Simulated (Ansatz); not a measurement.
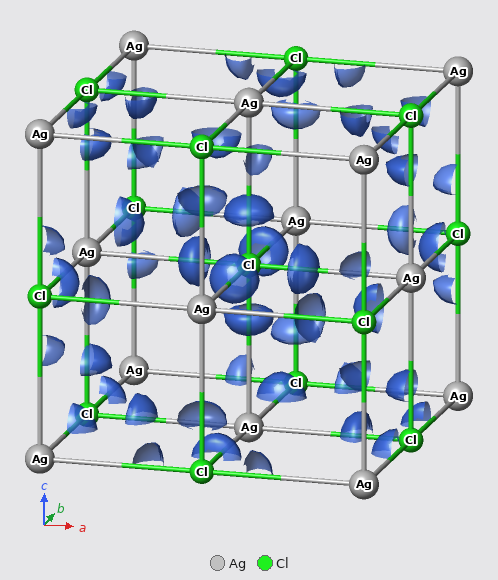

AgCl. Deformation density (self-consistent density less superposed neutral spherical atoms): blue surfaces at +0.03, none at −0.03 e/Å³, in the conventional cell seen slightly off an axis (the regions close to the nuclei are left out). Cores are masked to 0.9 Å (Ag) and 0.7 Å (Cl).

Space group Fm-3m; the calculation finds a residual pressure of about 4 GPa at this fixed cell.

Theory: DFT PBE, scalar-relativistic, plane waves, PAW in Ansatz.

Core electrons are frozen (PAW), so the fields are smoothed inside the atomic spheres.

The calculation's input:

```
crystal:
  lattice:
    - [0.0, 2.735, 2.735]
    - [2.735, 0.0, 2.735]
    - [2.735, 2.735, 0.0]
  atoms:
    - { symbol: Ag, position: [0.0, 0.0, 0.0] }
    - { symbol: Cl, position: [0.5, 0.5, 0.5] }
basis:
  ecutwfc: 420
  fft_grid_basis: typed
kpoints:
  mp_grid: { grid: [10, 10, 10] }
hamiltonian:
  xc: pbe
  pseudopotentials: { kind: paw }
scf:
  occupations: { method: gaussian, width: 0.05 }
output:
  forces: true
  stress: true
  eigenvalues: true
  bader: true
  write_density: true
  volumetric_format: npy
  elf: true
```

Launched as:

```sh
ansatz run input.yaml --threads 1 --pin off --max-ram 3072MiB --backend cpu --events-out ev --progress --plain --runs-dir out
```

The picture shows the conventional cell (a = 5.47 Å, b = 5.47 Å, c = 5.47 Å, α = 90.00°, β = 90.00°, γ = 90.00°).

### What does the deformation density say about the bonding?

Ag–Cl (2.73 Å): Δρ is +0.015 e/Å³ at the midpoint, so little or no bond charge builds up halfway. Over the whole cell, outside the masked cores, the largest gain, 0.04 e/Å³, lies 1.0 Å from a chlorine nucleus, and the largest loss, 0.03 e/Å³, lies 1.0 Å from a silver nucleus. The rearranged charge, half the integral of |Δρ|, is about 0.12 e an atom. Bader charges: Ag +0.57 and Cl −0.57 e.

Cost of the run: 9.3 s on 1 thread of Arm Neoverse V1, with other jobs on the host, peak memory 0.31 GiB.
